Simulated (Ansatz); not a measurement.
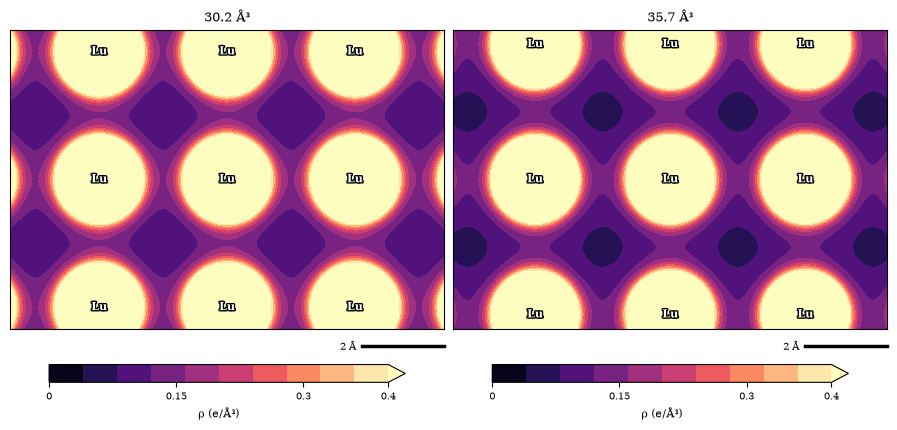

Lu. The valence pseudo-density of cells scaled evenly to different volumes (given per atom above each panel), on the (001) plane of each (indices in the axes of the cell below), at one length scale and on one colour scale.

A generated structure, not necessarily the stable one; computed without spin polarisation.

These are results of DFT, BLYP, plane waves (420 eV) with PAW, scalar-relativistic in Ansatz 0.2.0, not measurements.

In a PAW calculation such maps are meaningful between the atoms, not at the nuclei.

The largest cell:

```yaml
crystal:
  lattice:
    - [3.29154, 0.00000, 0.00000]
    - [0.00000, 3.29154, 0.00000]
    - [0.00000, 0.00000, 3.29154]
  atoms:
    - { symbol: Lu, position: [0.00000, 0.00000, 0.00000] }
```

| volume (Å³/atom) | Lu–Lu contact in the plane (Å) | ρ at its midpoint (e/Å³) | pressure (GPa) | 
| --- | --- | --- | --- |
| 30.18 | 3.113 | 0.155 | 4.2 | 
| 31.55 | 3.160 | ? | ? | 
| 35.66 | 3.292 | 0.128 | −1.0 | 

Question: Estimate the missing row, and compare with the calculation.

Answer: Over the known rows ln ρ falls by 1.07 per Å of Lu–Lu distance (the line through the two), which gives 0.147 e/Å³ at 3.160 Å; the calculation gives 0.147 e/Å³. For the pressure, a straight line in volume between the neighbouring rows gives 2.9 GPa; the calculation gives 2.6.
